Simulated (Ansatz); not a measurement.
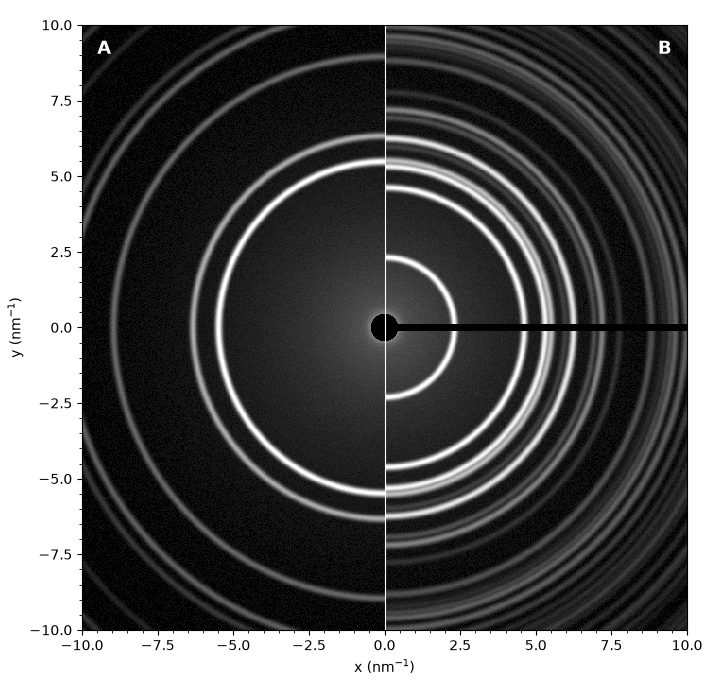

Simulated electron diffraction rings at 100 kV (λ = 0.0370 Å), scale in nm⁻¹ (radius = 1/d), for a fine-grained powder without texture. Kinematic intensities with B = 0.3 Å² for all atoms, without multiple scattering; brightness goes as intensity to the power 0.4, clipped at the top, with counting noise. Reflections closer than the ring width show as one ring. The left and right halves show two different samples, each scaled to its strongest ring.

Structure 1:
```xyz
4
Lattice="3.1590 0.0000 0.0000 0.0000 3.1590 0.0000 0.0000 0.0000 3.1590" Properties=species:S:1:pos:R:3 pbc="T T T"
Be    1.5795    0.0000    0.0000
Be    1.5795    1.5795    1.5795
Be    0.0000    0.0000    1.5795
Be    0.0000    1.5795    0.0000
```

Structure 2:
```cif
data_structure
_symmetry_space_group_name_H-M 'P 1'
_symmetry_Int_Tables_number 1
_cell_length_a 2.2714
_cell_length_b 3.6279
_cell_length_c 8.6566
_cell_angle_alpha 90.000
_cell_angle_beta 90.000
_cell_angle_gamma 90.000
_cell_volume 71.33
loop_
_atom_site_label
_atom_site_type_symbol
_atom_site_fract_x
_atom_site_fract_y
_atom_site_fract_z
_atom_site_occupancy
Be1 Be 0.50000 0.00000 0.35773 1
Be2 Be 0.00000 0.00000 0.14227 1
Be3 Be 0.50000 0.50000 0.85773 1
Be4 Be 0.00000 0.50000 0.64227 1
Be5 Be 0.00000 0.00000 0.85773 1
Be6 Be 0.50000 0.00000 0.64227 1
Be7 Be 0.00000 0.50000 0.35773 1
Be8 Be 0.50000 0.50000 0.14227 1
```

Origins: 1, the end point of a relaxation with DFT r2SCAN, scalar-relativistic, plane waves, PAW (Ansatz); the starting structure was generated, so it need not be a known form of this composition; 2, the end point of a relaxation with DFT PBE, scalar-relativistic, plane waves, PAW (Ansatz); the starting structure was generated, so it need not be a known form of this composition.

Which structure gives which half?

Answer. Half A is structure 1 (Be): 111 at 5.48 nm⁻¹ (d = 1.824 Å), 200 at 6.33 nm⁻¹ (d = 1.579 Å), 220 at 8.95 nm⁻¹ (d = 1.117 Å).
Half B is structure 2 (Be): 002 at 2.31 nm⁻¹ (d = 4.33 Å), 004 at 4.62 nm⁻¹ (d = 2.16 Å), 111 at 5.32 nm⁻¹ (d = 1.879 Å).
